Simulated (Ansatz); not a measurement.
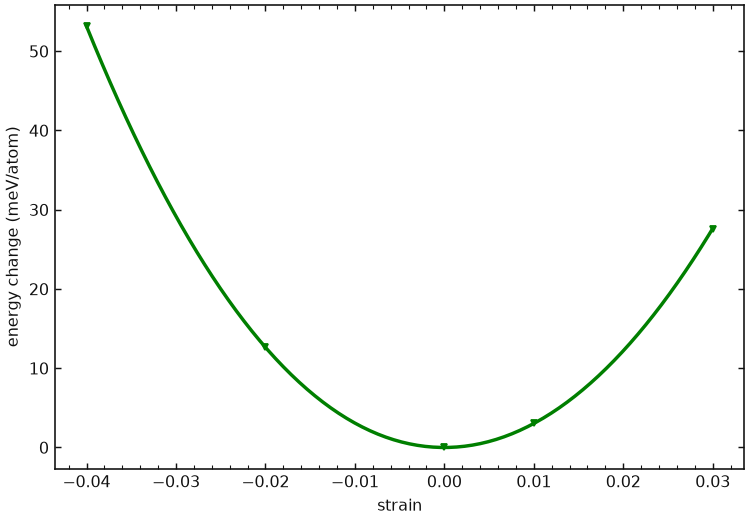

Plotted: energy change against strain.

Method: homogeneous strain of a crystal along one Voigt pattern with engineering shear, fractional coordinates fixed, by plane-wave density functional theory with PAW datasets, free energies less that of the undisturbed cell, pressure positive in compression; scalar-relativistic (Ansatz 0.2.0). Level: PBE, no spin polarisation.

For which of these solids was it computed?
A. KCl, Fm-3m (No. 225), 31.4 Å³/atom, strain pattern [0, 1, 0, 0, 0, 0]
B. CuI, Fm-3m (No. 225), 23.4 Å³/atom, strain pattern [0, 0, 0, 1, 0, 0]
C. TaN, P-6m2 (No. 187), 10.8 Å³/atom, strain pattern [1, -1, 0, 0, 0, 0]

Answer. C, TaN: energy change from 0.00 meV/atom to 53.15 meV/atom. The others give: KCl, energy change from −0.73 meV/atom to 12.64 meV/atom; CuI, energy change from 0.00 meV/atom to 5.24 meV/atom.

For CuI, limits of the calculation: reference crystal is not relaxed.

For KCl, limits of the calculation: reference crystal is not relaxed.

For TaN, limits of the calculation: reference crystal is not relaxed.
